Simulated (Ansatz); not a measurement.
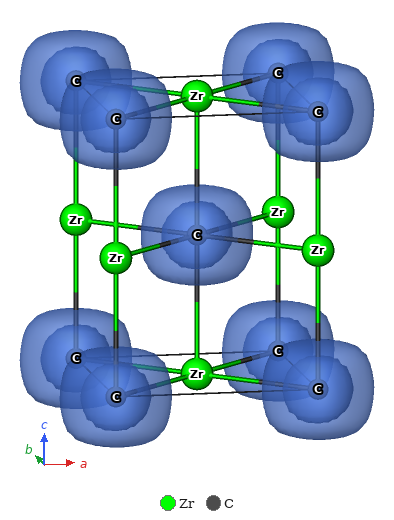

*ZrC. Isosurface of the ELF at 0.75 (blue), seen slightly off an axis. Only the valence region is drawn (cores and ρ < 0.01 e/Å³ removed). Sticks mark near contacts.*

Space group I4/mmm; changed on purpose from its base cell (equal xx and yy strain of +3 %, PAW files); computed pressure about −16 GPa in this cell.

These are results of DFT, PBEsol, PAW with Ansatz's default frozen-core files, scalar-relativistic in Ansatz 0.2.0, not measurements.

Input

```
crystal:
  lattice:
    - [0.0, 2.4207163, 2.35021]
    - [2.4207163, 0.0, 2.35021]
    - [2.4207163, 2.4207163, 0.0]
  atoms:
    - { symbol: Zr, position: [0.5, 0.5, 0.5] }
    - { symbol: C, position: [0.0, 0.0, 0.0] }
kpoints:
  mp_grid: { grid: [15, 15, 15] }
scf:
  occupations: { method: fermi_dirac, width: 0.05 }
hamiltonian:
  xc: pbesol
  pseudopotentials: { kind: paw }
output:
  forces: true
  stress: true
  eigenvalues: true
  efg: { contact_densities: true }
  write_density: true
  write_potential: true
  elf: true
  volumetric_format: npy
```

Command:

```sh
ansatz run input.yaml --threads 1 --pin off --max-ram 3072MiB --backend cpu --events-out ev --progress --plain --runs-dir out
```

Below, planes, directions and counts refer to the conventional cell (a = 3.42 Å, b = 3.42 Å, c = 4.70 Å, α = 90.00°, β = 90.00°, γ = 90.00°).

### What do the ELF domains correspond to?

The ELF exceeds this value in two regions wrapped around C (the valence shell of each), counted in one cell of 4 atoms. Any copies at cell faces, edges or corners count once.

Values along the shortest contacts:
Zr–C (2.35 Å): the ELF peaks at about 0.80 in the valence shell of C, 0.7 Å from its nucleus, and is about 0.25 at the midpoint (no localised pair shows between them). Zr–C (2.42 Å): the ELF peaks at about 0.80 in the valence shell of C, 0.7 Å from its nucleus, and is about 0.25 at the midpoint: no shared electron pair shows on this line.

### Metal or insulator at this level of theory?

It is metallic or semimetallic at this level of theory: no gap opens.
